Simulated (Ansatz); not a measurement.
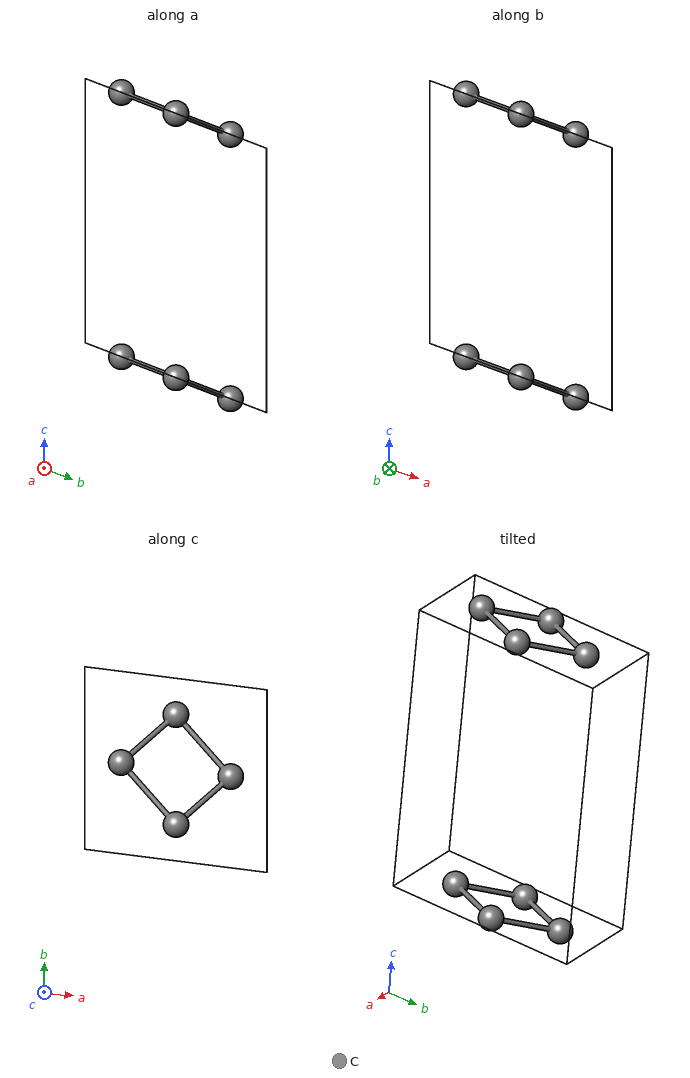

Crystal structure, ball-and-stick style, seen along the a axis, along the b axis, along the c axis and slightly off an axis. Atoms at the boundary of the conventional unit cell (the box) are drawn once for each face, edge or corner they touch.

Lattice parameters: a = 3.446 Å, b = 3.446 Å, c = 4.961 Å, α = 109.83°, β = 108.94°, γ = 90.12°. Put a along x and b in the xy plane.

Write down what is shown as a POSCAR file, with free fractional coordinates to two decimals.

Answer.
```
C
1.0
     3.446    0.000    0.000
    -0.007    3.446    0.000
    -1.610   -1.686    4.379
C
4
Direct
  0.80 0.50 0.00
  0.50 0.80 0.00
  0.50 0.20 0.00
  0.20 0.50 0.00
```

It goes back to a structure type filled with this element by a generator (whether the element takes this form wasn't checked). The structure drawn was relaxed with DFT PBE, scalar-relativistic, plane waves, PAW in Ansatz.
